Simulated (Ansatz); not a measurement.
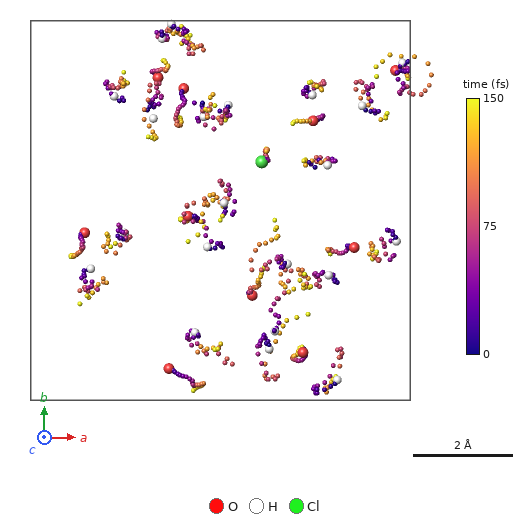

First-principles dynamics of a periodic cell with 10 H2O + 1 HCl at 0.788 g/cm³, 150 fs long. Dots mark each atom's position at evenly spaced times, coloured by time; spheres stand at the starting positions. Seen along the c axis in the simulation cell.

Method: Ansatz 0.2.0, DFT PBE, scalar-relativistic, plane waves, PAW. Set-up: plane-wave cutoff 420 eV; k-point mesh 1 × 1 × 1; Fermi-Dirac smearing 0.05 eV; Langevin thermostat (NVT); set temperature 400 K; time step 0.5 fs; friction 0.02 per fs.

> How do the atoms move?

Root-mean-square distances from the starting positions over the second half, with the common drift of all atoms taken out: H 0.58 Å, O 0.47 Å, Cl 0.25 Å. The heavy atoms stay within a fraction of a molecule's size of their starting places; so short a run doesn't tell a liquid from a solid. Bond changes: one H–O bond breaks at about 60 fs; one H–O bond forms at about 79 fs.

Limits of the set-up: the periodic images lie only 7.7 Å apart, so the values are limited by the cell's size.
